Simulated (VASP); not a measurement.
## Geometry relaxation, with input and output: Sn (part 2 of 2)

Continued. System: Sn (2 atoms in the cell). Method: Kohn-Sham DFT of a periodic cell, PBE, VASP PAW PBE potentials, recommended, no spin polarisation (VASP 6.6.1); cutoff 600 eV, 10×10×10 k-mesh, Gaussian smearing of 0.03 eV. The structure derives from an entry of the Crystallography Open Database.

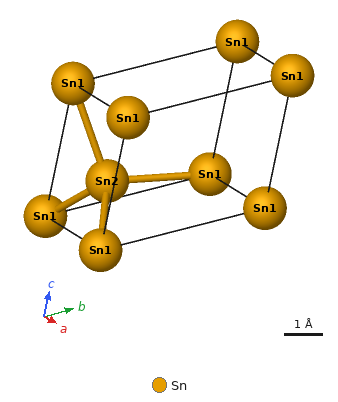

The geometry at step 1 of the log (ball-and-stick view of the cell of the calculation, seen slightly off an axis; atoms are numbered from 1 in the order of the input).

Parts of OUTCAR, continued:
```
  FORCE on cell =-STRESS in cart. coord.  units (eV):
  Direction    XX          YY          ZZ          XY          YZ          ZX
  --------------------------------------------------------------------------------------
  -------------------------------------------------------------------------------------
  Total        0.0184035      0.0184035      0.0184035     -0.0000000      0.0000000     -0.0000000
  in kB        0.4006356      0.4006356      0.4006356     -0.0000000      0.0000000     -0.0000000
  external PRESSURE =       0.4006356 kB  Pullay stress =       0.0000000 kB

 VOLUME and BASIS-vectors are now :
 -----------------------------------------------------------------------------
  energy-cutoff  :      600.00
  volume of cell :       73.60
      direct lattice vectors                 reciprocal lattice vectors
     0.000000000  3.326162920  3.326162920    -0.150323364  0.150323364  0.150323364
     3.326162920  0.000000000  3.326162920     0.150323364 -0.150323364  0.150323364
     3.326162920  3.326162920  0.000000000     0.150323364  0.150323364 -0.150323364

 POSITION                                       TOTAL-FORCE (eV/Angst)
 -----------------------------------------------------------------------------------
      0.00000      0.00000      0.00000         0.000000     -0.000000     -0.000000
      1.66308      1.66308      1.66308        -0.000000      0.000000      0.000000
 -----------------------------------------------------------------------------------
    total drift:                               -0.000000     -0.000000      0.000000

  FREE ENERGIE OF THE ION-ELECTRON SYSTEM (eV)
  ---------------------------------------------------
  free  energy   TOTEN  =        -7.6902517849 eV

  energy  without entropy=       -7.6897994125  energy(sigma->0) =       -7.69002560

--------------------------------------- Ionic step        2  -------------------------------------------

 number of electron      27.9999997 magnetization

 Free energy of the ion-electron system (eV)
  ---------------------------------------------------
  ext. energy  EPLUGINS =         0.00000000
  ---------------------------------------------------
  free energy    TOTEN  =        -7.69026211 eV

  energy without entropy =       -7.68980508  energy(sigma->0) =       -7.69003359

 E-fermi :   4.7931     XC(G=0):  -8.5494     alpha+bet : -9.8086

 val. band max:        4.7883699377   @ k =   0.4000   0.0000   0.0000
 cond. band min:       4.9584263831   @ k =   0.0000   0.0000   0.0000
 fundamental gap:      0.1700564454
 Fermi energy:         4.7930595458

 k-point     1 :       0.0000    0.0000    0.0000
  band No.  band energies     occupation
      1     -16.6800      2.00000
      2     -16.6800      2.00000
      3     -16.6800      2.00000
      4     -16.6302      2.00000
      5     -16.6302      2.00000
      6     -16.3780      2.00000
      7     -16.3780      2.00000
      8     -16.3780      2.00000
      9     -16.3762      2.00000
     10     -16.3762      2.00000
     11      -5.2485      2.00000
     12       3.7205      2.00000
     13       4.9584      0.00000
     14       4.9584      0.00000
     15       4.9584      0.00000
     16       7.0193      0.00000
     17       7.0193      0.00000
     18       7.0193      0.00000

 k-point     2 :       0.1000    0.0000    0.0000
  band No.  band energies     occupation
      1     -16.6860      2.00000
      2     -16.6860      2.00000
      3     -16.6780      2.00000
      4     -16.6219      2.00000
      5     -16.6219      2.00000
      6     -16.3944      2.00000
      7     -16.3944      2.00000
      8     -16.3805      2.00000
      9     -16.3612      2.00000
     10     -16.3612      2.00000
     11      -5.1591      2.00000
     12       2.8661      2.00000
     13       4.7858      1.26955
     14       4.7858      1.26954
     15       5.2578      0.00000
     16       7.2456      0.00000
     17       7.2456      0.00000
     18       7.3755      0.00000

 k-point     3 :       0.2000    0.0000    0.0000
  band No.  band energies     occupation
      1     -16.6963      2.00000
      2     -16.6963      2.00000
      3     -16.6724      2.00000
      4     -16.6060      2.00000
      5     -16.6060      2.00000
      6     -16.4104      2.00000
      7     -16.4104      2.00000
      8     -16.3871      2.00000
      9     -16.3486      2.00000
     10     -16.3486      2.00000
     11      -4.8969      2.00000
     12       1.5354      2.00000
     13       4.4463      2.00000
     14       4.4463      2.00000
     15       5.1924      0.00000
     16       7.6793      0.00000
     17       7.6793      0.00000
     18       8.4296      0.00000

 k-point     4 :       0.3000    0.0000    0.0000
  band No.  band energies     occupation
      1     -16.7042      2.00000
      2     -16.7042      2.00000
      3     -16.6653      2.00000
      4     -16.5920      2.00000
      5     -16.5920      2.00000
      6     -16.4225      2.00000
      7     -16.4225      2.00000
      8     -16.3956      2.00000
      9     -16.3401      2.00000
     10     -16.3401      2.00000
     11      -4.4888      2.00000
     12       0.2730      2.00000
     13       4.1373      2.00000
     14       4.1373      2.00000
     15       4.9615      0.00000
     16       7.9784      0.00000
     17       7.9784      0.00000
     18       9.7811      0.00000

 k-point     5 :       0.4000    0.0000    0.0000
  band No.  band energies     occupation
      1     -16.7085      2.00000
      2     -16.7085      2.00000
      3     -16.6593      2.00000
      4     -16.5836      2.00000
      5     -16.5836      2.00000
      6     -16.4291      2.00000
      7     -16.4291      2.00000
      8     -16.4028      2.00000
      9     -16.3355      2.00000
     10     -16.3355      2.00000
     11      -4.0230      2.00000
     12      -0.7296      2.00000
     13       3.9350      2.00000
     14       3.9350      2.00000
     15       4.7884      1.17496
     16       8.0640      0.00000
     17       8.0640      0.00000
     18      10.6096      0.00000

 [... the levels of 18 k-points are left out ...]

 k-point    24 :       0.4000    0.3000    0.0000
  band No.  band energies     occupation
      1     -16.7203      2.00000
      2     -16.7149      2.00000
      3     -16.6540      2.00000
      4     -16.5596      2.00000
      5     -16.5303      2.00000
      6     -16.5100      2.00000
      7     -16.4450      2.00000
      8     -16.3880      2.00000
      9     -16.3286      2.00000
     10     -16.3226      2.00000
     11      -3.7726      2.00000
     12      -0.6926      2.00000
     13       2.7296      2.00000
     14       2.9869      2.00000
     15       5.9158      0.00000
     16       6.7002      0.00000
     17      10.0722      0.00000
     18      10.5228      0.00000

 [... further k-points ...]

------------------------ aborting loop because EDIFF is reached ----------------------------------------

  FORCE on cell =-STRESS in cart. coord.  units (eV):
  Direction    XX          YY          ZZ          XY          YZ          ZX
  --------------------------------------------------------------------------------------
  -------------------------------------------------------------------------------------
  Total        0.0006445      0.0006445      0.0006445     -0.0000000     -0.0000000     -0.0000000
  in kB        0.0140124      0.0140124      0.0140124     -0.0000000     -0.0000000     -0.0000000
  external PRESSURE =       0.0140124 kB  Pullay stress =       0.0000000 kB

 VOLUME and BASIS-vectors are now :
 -----------------------------------------------------------------------------
  energy-cutoff  :      600.00
  volume of cell :       73.70
      direct lattice vectors                 reciprocal lattice vectors
    -0.000000000  3.327639456  3.327639456    -0.150256663  0.150256663  0.150256663
     3.327639456  0.000000000  3.327639456     0.150256663 -0.150256663  0.150256663
     3.327639456  3.327639456 -0.000000000     0.150256663  0.150256663 -0.150256663

 POSITION                                       TOTAL-FORCE (eV/Angst)
 -----------------------------------------------------------------------------------
      3.32764      6.65528      3.32764         0.000000      0.000000      0.000000
      1.66382      1.66382      1.66382        -0.000000     -0.000000     -0.000000
 -----------------------------------------------------------------------------------
    total drift:                               -0.000000     -0.000000      0.000000

  FREE ENERGIE OF THE ION-ELECTRON SYSTEM (eV)
  ---------------------------------------------------
  free  energy   TOTEN  =        -7.6902621076 eV

  energy  without entropy=       -7.6898050817  energy(sigma->0) =       -7.69003359

 reached required accuracy - stopping structural energy minimisation
```

CONTCAR:
```
Sn
   1.00000000000000
    -0.0000000000000000    3.3276394563182845    3.3276394563182845
     3.3276394563182845    0.0000000000000000    3.3276394563182845
     3.3276394563182845    3.3276394563182845   -0.0000000000000000
  Sn
     2
Direct
     1.0000000000000000    0.0000000000000000    1.0000000000000000
     0.2500000000000000    0.2500000000000000    0.2500000000000000

  0.00000000E+00  0.00000000E+00  0.00000000E+00
  0.00000000E+00  0.00000000E+00  0.00000000E+00
```

Trajectory as extended XYZ (Å, eV, eV/Å), 2 frames, from step=0 to step=1:
```
2
Lattice="0.0000 3.3262 3.3262 3.3262 0.0000 3.3262 3.3262 3.3262 0.0000" Properties=species:S:1:pos:R:3:forces:R:3 step=0 energy=-7.69025
Sn    0.0000    0.0000    0.0000    0.0000   0.0000   0.0000
Sn    1.6631    1.6631    1.6631    0.0000   0.0000   0.0000
2
Lattice="-0.0000 3.3276 3.3276 3.3276 0.0000 3.3276 3.3276 3.3276 -0.0000" Properties=species:S:1:pos:R:3:forces:R:3 step=1 energy=-7.69026
Sn    3.3276    6.6553    3.3276    0.0000   0.0000   0.0000
Sn    1.6638    1.6638    1.6638    0.0000   0.0000   0.0000
```

This output came from the following input.

INCAR:
```
PREC = Accurate
ENCUT = 600
EDIFF = 1E-7
ISMEAR = 0
SIGMA = 0.03
LREAL = False
LASPH = True
NELM = 80
ALGO = Normal
ISIF = 3
LWAVE = False
LCHARG = False
GGA = PE
IBRION = 2
NSW = 90
EDIFFG = -0.005
```

KPOINTS:
```
Automatic mesh
0
Gamma
  10 10 10
```

POSCAR:
```
Sn                                      
1.0
    0.0000000000      3.3261629196      3.3261629196
    3.3261629196     -0.0000000000      3.3261629196
    3.3261629196      3.3261629196      0.0000000000
  Sn            
     2
Direct
     0.0000000000000000    0.0000000000000000    0.0000000000000000
     0.2500000000000000    0.2500000000000000    0.2500000000000000
```

Launch command:
```bash
cat potpaw_PBE.64/Sn_d/POTCAR > POTCAR
mpirun -np 1 vasp_std > vasp.out
```

Results in brief:

```json
{"quantity": "outcome", "value": "converged"}
{"quantity": "space group (tolerance 0.01 Å)", "value": "Fd-3m (227)"}
{"quantity": "electrons treated", "value": "28"}
{"quantity": "free energy", "value": "−7.6903 eV"}
{"quantity": "Fermi energy", "value": "4.793 eV"}
{"quantity": "gap on the k-point mesh", "value": "none (metallic)"}
{"quantity": "pressure", "value": "0.00 GPa"}
{"quantity": "final volume", "value": "73.70 Å³"}
{"quantity": "largest force (length of the vector) at the end", "value": "under 0.001 eV/Å"}
{"quantity": "final cell", "value": "a = 4.706 Å, b = 4.706 Å, c = 4.706 Å, α = 60.00°, β = 60.00°, γ = 60.00°"}
{"quantity": "hardware", "value": "1 thread of Intel Xeon (Sapphire Rapids), 128 GiB of memory available, shared host"}
{"quantity": "wall time", "value": "84 s"}
{"quantity": "peak memory", "value": "0.27 GiB"}
```
